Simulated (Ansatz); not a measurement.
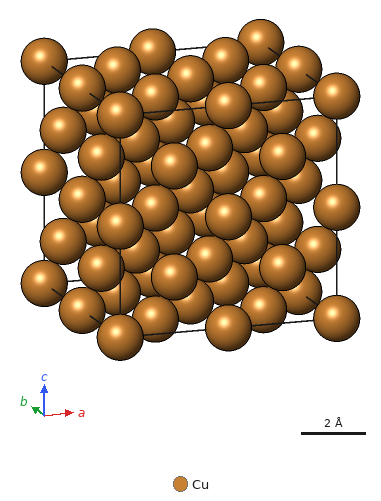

Starting frame of a dynamics run of a 32-atom cell of Cu. The picture is a spheres-only view of the simulation cell, seen slightly off an axis.

Theory: DFT PBE, scalar-relativistic, plane waves, PAW in Ansatz.

Input file:
```yaml
crystal:
  lattice:
    - [7.26, 0.0, 0.0]
    - [0.0, 7.26, 0.0]
    - [0.0, 0.0, 7.26]
  atoms:
    - { symbol: Cu, position: [0.0, 0.0, 0.0] }
    - { symbol: Cu, position: [0.0, 0.25, 0.25] }
    - { symbol: Cu, position: [0.25, 0.0, 0.25] }
    - { symbol: Cu, position: [0.25, 0.25, 0.0] }
    - { symbol: Cu, position: [0.0, 0.0, 0.5] }
    - { symbol: Cu, position: [0.0, 0.25, 0.75] }
    - { symbol: Cu, position: [0.25, 0.0, 0.75] }
    - { symbol: Cu, position: [0.25, 0.25, 0.5] }
    - { symbol: Cu, position: [0.0, 0.5, 0.0] }
    - { symbol: Cu, position: [0.0, 0.75, 0.25] }
    - { symbol: Cu, position: [0.25, 0.5, 0.25] }
    - { symbol: Cu, position: [0.25, 0.75, 0.0] }
    - { symbol: Cu, position: [0.0, 0.5, 0.5] }
    - { symbol: Cu, position: [0.0, 0.75, 0.75] }
    - { symbol: Cu, position: [0.25, 0.5, 0.75] }
    - { symbol: Cu, position: [0.25, 0.75, 0.5] }
    - { symbol: Cu, position: [0.5, 0.0, 0.0] }
    - { symbol: Cu, position: [0.5, 0.25, 0.25] }
    - { symbol: Cu, position: [0.75, 0.0, 0.25] }
    - { symbol: Cu, position: [0.75, 0.25, 0.0] }
    - { symbol: Cu, position: [0.5, 0.0, 0.5] }
    - { symbol: Cu, position: [0.5, 0.25, 0.75] }
    - { symbol: Cu, position: [0.75, 0.0, 0.75] }
    - { symbol: Cu, position: [0.75, 0.25, 0.5] }
    - { symbol: Cu, position: [0.5, 0.5, 0.0] }
    - { symbol: Cu, position: [0.5, 0.75, 0.25] }
    - { symbol: Cu, position: [0.75, 0.5, 0.25] }
    - { symbol: Cu, position: [0.75, 0.75, 0.0] }
    - { symbol: Cu, position: [0.5, 0.5, 0.5] }
    - { symbol: Cu, position: [0.5, 0.75, 0.75] }
    - { symbol: Cu, position: [0.75, 0.5, 0.75] }
    - { symbol: Cu, position: [0.75, 0.75, 0.5] }
basis:
  ecutwfc: 420.0
kpoints:
  mp_grid: { grid: [2, 2, 2] }
hamiltonian:
  xc: pbe
scf:
  occupations: { method: fermi_dirac, width: 0.1 }
  lower_state_search: "off"
md:
  timestep: 3
  n_steps: 140
  ensemble: nve
  temperature: 1200
  initial_velocities: maxwell_boltzmann
  seed: 3
```

Command:
```bash
ansatz run input.yaml --threads 8 --pin off --max-ram 20480MiB --backend cpu --events-out ev --progress --plain --runs-dir out
```

Predict how the run goes.

The mean temperature in the second half is 582 K (standard deviation 100 K). The first frame carries almost no forces, so kinetic energy first flows into potential energy: the temperature drops from 1200 to 251 K within 51 fs, and without a thermostat its mean stays below the start. The potential energy in the second half lies on average 77.5 meV per atom above the first frame. Root-mean-square distances from the starting positions over the second half, with the common drift of all atoms taken out: Cu 0.18 Å. That is small against the typical shortest distance between atoms in the first frame, about 2.6 Å: the atoms vibrate about their sites and the arrangement holds. The total energy stays between 0 and 0.27 meV per atom of its start. A straight-line fit has a slope that amounts to −0.014 meV per atom over 420 fs (under 0.1 % of the mean kinetic energy), and the ripple about it is 0.2 % of the kinetic energy's fluctuation. With a drift under 2 % and a ripple under 7 %, the integration is accurate.

Along the run (each row but the first and the last is the mean over the interval that it begins):

```
time (fs)  potential energy (meV/atom)  T (K)
      0.0                          0.0   1200
     69.0                         86.3    512
    138.0                         61.2    712
    207.0                         88.9    491
    276.0                         64.3    687
    345.0                         80.7    557
    414.0                         68.0    658
```

The paths of the atoms, magnified 2 times:

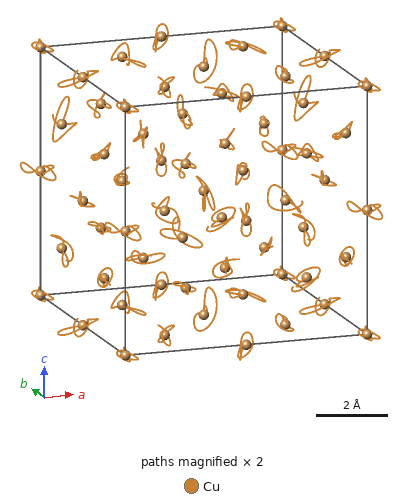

Limits of the set-up: the k-point mesh is coarse for a cell with partly filled bands.
